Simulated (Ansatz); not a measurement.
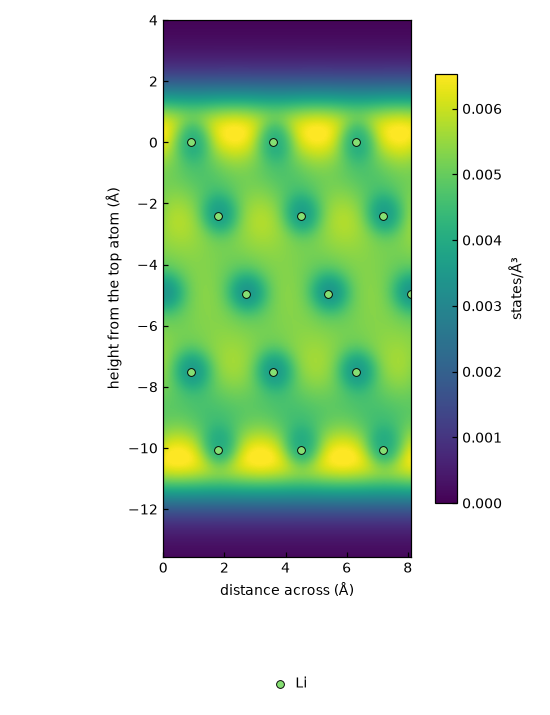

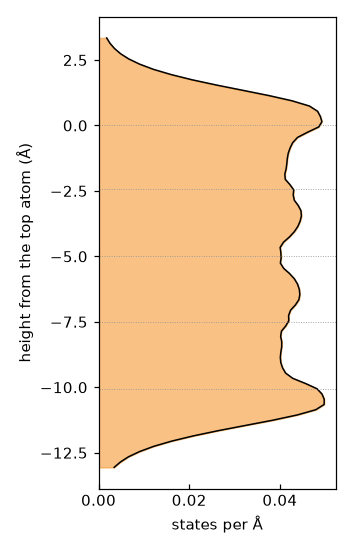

Density of all states between −0.25 and 0.00 eV (zero: the Fermi level) of Li(111) (Fm-3m bulk, 5 atomic planes (those closer than 0.6 Å count as one), 10 Å): side view, averaged along the second cell vector, and the full density summed over planes, the part near the nuclei included (dotted lines mark the atomic planes).

The first picture shows the smooth PAW orbitals' density alone; the shares below count all of it.

Theory: Ansatz 0.2.0, DFT PBE, scalar-relativistic, plane waves, PAW. Cutoff 420 eV, 39 × 39 k-points, Gaussian smearing 0.1 eV, dipole correction. The slab is a cut without reconstruction beyond its cell, at the source's lattice constants, with its lower half held fixed and the rest relaxed. This isn't the element's usual bcc form. No spin polarisation. The run warns that the functional's potential is rough in the thin density of the vacuum, where the tip is; weak contrasts and barriers may feel it.

Input file:

```yaml
crystal:
  lattice:
    - [3.11409826, 0.0, 0.0]
    - [-1.55704913, 2.69688821, 0.0]
    - [0.0, 0.0, 30.1706021498]
  atoms:
    - { symbol: Li, position: [0.6666666671, 0.3333333329, 0.3314484726] }
    - { symbol: Li, position: [0.3333333329, 0.6666666658, 0.4157242316] }
    - { symbol: Li, position: [0.0, 0.0, 0.5001314336] }
    - { symbol: Li, position: [0.6666666671, 0.3333333329, 0.5845686556] }
    - { symbol: Li, position: [0.3333333329, 0.6666666658, 0.6647895503] }
basis:
  ecutwfc: 420.0
  fft_grid_basis: typed
kpoints:
  mp_grid: { grid: [39, 39, 1] }
hamiltonian:
  xc: pbe
  pseudopotentials: { kind: paw }
scf:
  occupations: { method: gaussian, width: 0.1 }
output:
  forces: true
  eigenvalues: true
  band_densities:
    - { e_range: [-2.0, -1.0] }
    - { e_range: [-1.0, -0.5] }
    - { e_range: [-0.5, -0.25] }
    - { e_range: [-0.25, 0.0] }
    - { e_range: [0.0, 0.25] }
    - { e_range: [0.25, 0.5] }
    - { e_range: [0.5, 1.0] }
    - { e_range: [1.0, 1.5] }
  band_residual_tolerance: 1.0e-05
  write_potential: true
  elf: true
  write_density: true
  volumetric_format: npy
efield:
  axis: 3
  dipole_correction: true
  ramp_width: 0.04
checkpoint:
  read: start.run
  write: ck
  compress: false
  write_wavefunctions: false
  write_every: 100000
```

Run with:

```sh
ansatz run input.yaml --threads 1 --pin off --max-ram 2211MiB --backend cpu --events-out ev --progress --plain --runs-dir out
```

Cost without the relaxation before it: 71 s on 1 thread of Arm Neoverse V1 (shared host), peak memory 0.72 GiB.

Where in the slab do these states sit?

The window holds 0.6 states per cell. Shares by plane (space cut midway between planes), top to bottom: Li 23 %, Li 17 %, Li 19 %, Li 18 %, Li 24 %; the outer planes' shares include the vacuum, and density in a gap between layers is shared out between the planes on either side.
